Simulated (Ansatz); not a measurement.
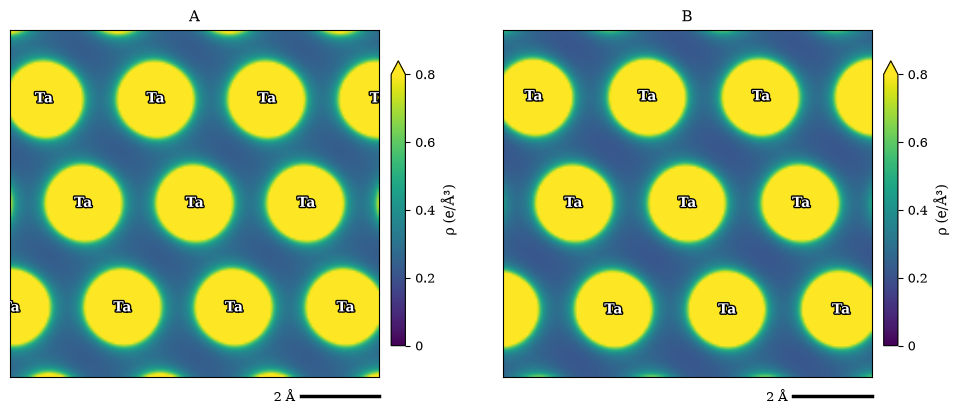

Ta. The valence pseudo-density of two cells that differ in size, on the (001) plane of each (indices in the axes of the calculation cell), at one length scale and on one colour scale: B has 18.7 Å³ an atom and A 17.7.

Level of theory: Ansatz, DFT, PBE, PAW with Ansatz's default frozen-core files, scalar-relativistic.

Core electrons are frozen (PAW), and the valence fields are smoothed inside the atomic spheres.

What changes from the larger cell to the smaller?

From the larger cell to the smaller, Ta–Ta goes from 2.90 to 2.84 Å, and the density at its midpoint from 0.29 to 0.32 e/Å³; the pressure goes from −4.5 to 8 GPa.
